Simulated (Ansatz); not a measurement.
**Two runs on Sc**

System: Sc (1 atom in the cell).
Method of run 1: DFT, r2SCAN, plane waves (500 eV) with PAW, scalar-relativistic, spin-polarised (Ansatz 0.2.0).

Text and figures count atoms from 1; the logs count them from 0 in places.

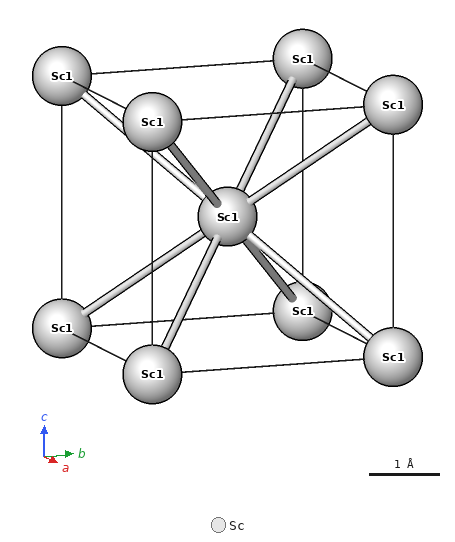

The input geometry (ball-and-stick view of the cell 2 times as large as that of the calculation, set on its symmetry axes, seen slightly off an axis; atoms are numbered from 1 in the order of the input).

## Input file, run 1
```yaml
crystal:
  lattice:
    - [-1.8460918887, 1.8460918887, 1.8460918887]
    - [1.8460918887, -1.8460918887, 1.8460918887]
    - [1.8460918887, 1.8460918887, -1.8460918887]
  atoms:
    - { symbol: Sc, position: [0.0, 0.0, 0.0], spin: 0.299 }
hamiltonian:
  xc: r2scan
  pseudopotentials:
    kind: paw
    azcp:
      Sc: "pseudopotentials/Sc.paw.azcp"
basis:
  ecutwfc: 500
  fft_grid_basis: typed
kpoints:
  mp_grid: { grid: [20, 20, 20], shift: [0, 0, 0] }
magnetization:
  spin_polarized: true
scf:
  occupations: { method: fermi_dirac, width: 0.05 }
output:
  stress: true
  write_density: true
  write_potential: true
  elf: true
  volumetric_format: npy
```

Hardware: 2 threads of an Arm (aarch64) CPU, shared host.

## Output, shortened to warnings, some set-up lines, iterations and results (run 1)
```
Basis set: ecut = 500 eV, 627 PW (Γ), exchange–correlation on 96×96×96 points (64 copies of the dense FFT grid, shifted against one another)
Symmetry: 48 space group operations
k-points: 256 of 8000
Initial density: superposition of atomic densities (chi_scale 0.1, normalization cell)
[...]
SCF iter   1: F=—  HF=-2140.569425 eV  |F-HF|=—  |Δ(HF+E_count)|=         —  Δρ=2.23e-2 (↑2.23e-2 ↓1.16e-2)  dr2=3.74e-1  dr2_τ=1.23e-3  dr2_m=8.37e-3  M=0.261 μB ∫|m|=0.261 …
SCF iter   2: F=—  HF=-2140.519035 eV  |F-HF|=—  |Δ(HF+E_count)|=   5.04e-2  Δρ=8.63e-3 (↑8.63e-3 ↓8.25e-3)  dr2=8.91e-2  dr2_τ=4.76e-4  dr2_m=4.10e-4  M=0.320 μB ∫|m|=0.320 …
SCF iter   3: F=—  HF=-2140.491472 eV  |F-HF|=—  |Δ(HF+E_count)|=         —  Δρ=4.43e-3 (↑4.43e-3 ↓3.44e-3)  dr2=7.00e-3  dr2_τ=2.05e-4  dr2_m=8.11e-4  M=0.337 μB ∫|m|=0.337 …
SCF iter   4: F=—  HF=-2140.498538 eV  |F-HF|=—  |Δ(HF+E_count)|=   7.07e-3  Δρ=2.56e-3 (↑2.56e-3 ↓2.40e-3)  dr2=3.29e-3  dr2_τ=8.43e-5  dr2_m=7.59e-5  M=0.357 μB ∫|m|=0.357 …
SCF iter   5: F=—  HF=-2140.504804 eV  |F-HF|=—  |Δ(HF+E_count)|=   6.27e-3  Δρ=8.17e-4 (↑8.17e-4 ↓7.40e-4)  dr2=2.21e-4  dr2_τ=7.38e-6  dr2_m=3.88e-5  M=0.405 μB ∫|m|=0.405 …
[... 5 lines ...]
SCF iter  11: F=—  HF=-2140.506258 eV  |F-HF|=—  |Δ(HF+E_count)|=   1.98e-7  Δρ=1.37e-5 (↑1.26e-5 ↓1.37e-5)  dr2=1.59e-8  dr2_τ=2.25e-9  dr2_m=2.75e-8  M=0.521 μB ∫|m|=0.521 …
SCF iter  12: F=—  HF=-2140.506259 eV  |F-HF|=—  |Δ(HF+E_count)|=   5.75e-7  Δρ=5.46e-6 (↑4.99e-6 ↓5.46e-6)  dr2=5.87e-10  dr2_τ=2.93e-10  dr2_m=6.14e-9  M=0.519 μB …
SCF iter  13: F=—  HF=-2140.506259 eV  |F-HF|=—  |Δ(HF+E_count)|=   4.14e-8  Δρ=6.97e-7 (↑6.32e-7 ↓6.97e-7)  dr2=2.58e-11  dr2_τ=6.16e-12  dr2_m=7.59e-11  M=0.519 μB …
SCF iter  14: F=-2140.506259 eV  HF=-2140.506259 eV  |F-HF|=1.09e-9  |Δ(HF+E_count)|=  8.80e-10  Δρ=4.12e-7 (↑3.26e-7 ↓4.12e-7)  dr2=1.68e-11  dr2_τ=1.94e-12  dr2_m=2.10e-11  …
SCF 1 converged in 14 iterations: F = -2140.506259 eV  dr2 = 1.68e-11
this state was not tested for a lower state beside it, because the mixer in use, unlike msr1, does not test its closes by its own steps (another_mixer; see scf.mixing.algorithm and scf.lower_state_search)
SCF converged after 14 iterations
Magnetization: 0.5184 μB (5.7592 up, 5.2408 down)
Absolute magnetization: 0.5184 μB (∫|ρ↑−ρ↓|, with the PAW one-centre terms)
Spin contamination: 0.0006 ħ² per cell (⟨S²⟩ above its minimum at these occupations)
Per-site moments (μB) at R_I (Å): [(0.2993688327644185, 1.3189790405010404)]
Free energy (F): -2140.506259 eV
Harris-Foulkes:  -2140.506259 eV  (|F-HF|=1.09e-9)
Internal energy: -2140.491105 eV  (E = F + TS)
E sigma→0 (E₀):  -2140.498682 eV
Entropy (-TS):   -0.015154 eV (-15.154 meV/atom)
Fermi energy:    9.159458 eV
--- Per-component energies (eV) ---
  E_band       = -183.583221
  E_kinetic    = 259.606666
  E_local      = -846.356690  (includes V_loc(G=0)·N_el)
  E_nonlocal   = 81.585188
  E_hartree    = 287.222607
  E_xc         = -99.816258
  E_vxc        = -141.018172  (∫ρ·V_xc dr)
  E_paw        = -963.809321  (= ΣΔE_a)
  E_vpaw       = -121.123208  (= ΣTr[D̂ρ^β])
  E_aug_tail   = 0.000005  (compensation charges beyond the density's cutoff)
  E_vtau       = 9.277867  (kinetic-family band-sum trace: ∫τ·v_τ [+ j·A + Jᵃ·Aᵃ] dr)
  E_ewald      = -858.684810
  E_core_change = -0.238492  (= ΣΔE_core)
  E_smearing   = -0.015154  (= −TS)
  E_closure    = 0.000000  (closes the sum)
  Σ components = -2140.506259   (vs F -2140.506259, Δ=0.00e0)
--- Stress (GPa, compression-positive) ---
       -0.008347      -0.000000       0.000000
        0.000000      -0.008347      -0.000000
       -0.000000       0.000000      -0.008347
  P = ⅓ Tr σ = -0.0083 GPa (-0.083 kbar)
```

For run 2 the input was changed thus:
```diff
-    - { symbol: Sc, position: [0.0, 0.0, 0.0], spin: 0.299 }
+    - { symbol: Sc, position: [0.0, 0.0, 0.0], spin: 0.305 }
-output:
-  stress: true
-  write_density: true
-  write_potential: true
-  elf: true
-  volumetric_format: npy
```

What does this change do to the results?

The energy is the same within 0.01 meV per atom. The number of SCF iterations is the same.

## Output, shortened to warnings, some set-up lines, iterations and results (run 2)
```
Basis set: ecut = 500 eV, 627 PW (Γ), exchange–correlation on 96×96×96 points (64 copies of the dense FFT grid, shifted against one another)
Symmetry: 48 space group operations
k-points: 256 of 8000
Initial density: superposition of atomic densities (chi_scale 0.1, normalization cell)
[...]
SCF iter   1: F=—  HF=-2140.568659 eV  |F-HF|=—  |Δ(HF+E_count)|=         —  Δρ=2.24e-2 (↑2.24e-2 ↓1.15e-2)  dr2=3.74e-1  dr2_τ=1.24e-3  dr2_m=8.71e-3  M=0.266 μB ∫|m|=0.266 …
SCF iter   2: F=—  HF=-2140.518785 eV  |F-HF|=—  |Δ(HF+E_count)|=   4.99e-2  Δρ=8.63e-3 (↑8.63e-3 ↓8.25e-3)  dr2=8.90e-2  dr2_τ=4.76e-4  dr2_m=4.24e-4  M=0.326 μB ∫|m|=0.326 …
SCF iter   3: F=—  HF=-2140.491512 eV  |F-HF|=—  |Δ(HF+E_count)|=         —  Δρ=4.43e-3 (↑4.43e-3 ↓3.45e-3)  dr2=7.01e-3  dr2_τ=2.04e-4  dr2_m=8.23e-4  M=0.343 μB ∫|m|=0.343 …
SCF iter   4: F=—  HF=-2140.498589 eV  |F-HF|=—  |Δ(HF+E_count)|=   7.08e-3  Δρ=2.55e-3 (↑2.55e-3 ↓2.40e-3)  dr2=3.30e-3  dr2_τ=8.43e-5  dr2_m=7.57e-5  M=0.363 μB ∫|m|=0.363 …
SCF iter   5: F=—  HF=-2140.504829 eV  |F-HF|=—  |Δ(HF+E_count)|=   6.24e-3  Δρ=8.18e-4 (↑8.18e-4 ↓7.41e-4)  dr2=2.26e-4  dr2_τ=7.46e-6  dr2_m=3.74e-5  M=0.411 μB ∫|m|=0.411 …
[... 5 lines ...]
SCF iter  11: F=—  HF=-2140.506259 eV  |F-HF|=—  |Δ(HF+E_count)|=   2.03e-7  Δρ=1.23e-5 (↑1.13e-5 ↓1.23e-5)  dr2=1.29e-8  dr2_τ=1.81e-9  dr2_m=2.20e-8  M=0.520 μB ∫|m|=0.520 …
SCF iter  12: F=—  HF=-2140.506259 eV  |F-HF|=—  |Δ(HF+E_count)|=   4.77e-7  Δρ=4.53e-6 (↑4.12e-6 ↓4.53e-6)  dr2=4.59e-10  dr2_τ=1.98e-10  dr2_m=4.19e-9  M=0.519 μB …
SCF iter  13: F=—  HF=-2140.506259 eV  |F-HF|=—  |Δ(HF+E_count)|=   3.04e-8  Δρ=6.57e-7 (↑5.97e-7 ↓6.57e-7)  dr2=2.34e-11  dr2_τ=5.54e-12  dr2_m=6.71e-11  M=0.519 μB …
SCF iter  14: F=-2140.506259 eV  HF=-2140.506259 eV  |F-HF|=1.07e-9  |Δ(HF+E_count)|=  8.05e-10  Δρ=4.34e-7 (↑3.46e-7 ↓4.34e-7)  dr2=1.62e-11  dr2_τ=2.08e-12  dr2_m=2.57e-11  …
SCF 1 converged in 14 iterations: F = -2140.506259 eV  dr2 = 1.62e-11
this state was not tested for a lower state beside it, because the mixer in use, unlike msr1, does not test its closes by its own steps (another_mixer; see scf.mixing.algorithm and scf.lower_state_search)
SCF converged after 14 iterations
Magnetization: 0.5184 μB (5.7592 up, 5.2408 down)
Absolute magnetization: 0.5184 μB (∫|ρ↑−ρ↓|, with the PAW one-centre terms)
Spin contamination: 0.0006 ħ² per cell (⟨S²⟩ above its minimum at these occupations)
Per-site moments (μB) at R_I (Å): [(0.29937159226508303, 1.3189790405010404)]
Free energy (F): -2140.506259 eV
Harris-Foulkes:  -2140.506259 eV  (|F-HF|=1.07e-9)
Internal energy: -2140.491105 eV  (E = F + TS)
E sigma→0 (E₀):  -2140.498682 eV
Entropy (-TS):   -0.015154 eV (-15.154 meV/atom)
Fermi energy:    9.159457 eV
--- Per-component energies (eV) ---
  E_band       = -183.583219
  E_kinetic    = 259.606668
  E_local      = -846.356697  (includes V_loc(G=0)·N_el)
  E_nonlocal   = 81.585189
  E_hartree    = 287.222612
  E_xc         = -99.816259
  E_vxc        = -141.018173  (∫ρ·V_xc dr)
  E_paw        = -963.809322  (= ΣΔE_a)
  E_vpaw       = -121.123210  (= ΣTr[D̂ρ^β])
  E_aug_tail   = 0.000005  (compensation charges beyond the density's cutoff)
  E_vtau       = 9.277868  (kinetic-family band-sum trace: ∫τ·v_τ [+ j·A + Jᵃ·Aᵃ] dr)
  E_ewald      = -858.684810
  E_core_change = -0.238492  (= ΣΔE_core)
  E_smearing   = -0.015154  (= −TS)
  E_closure    = 0.000000  (closes the sum)
  Σ components = -2140.506259   (vs F -2140.506259, Δ=0.00e0)
```

## The two runs side by side

```tsv
quantity	run 1	run 2
outcome	converged	converged
free energy per atom (eV)	−2140.5063	−2140.5063
energy per atom, smearing taken to zero (eV)	−2140.4987	−2140.4987
net moment of the cell (μB)	0.52	0.52
absolute moment of the cell (μB)	0.52	0.52
pressure (GPa)	−0.01	–
SCF iterations	14	14
irreducible k-points	256	256
plane waves at Γ	627	627
wall time (shared host)	11 s	8.7 s
```

For both runs: Warnings: the state was not tested for a lower one.
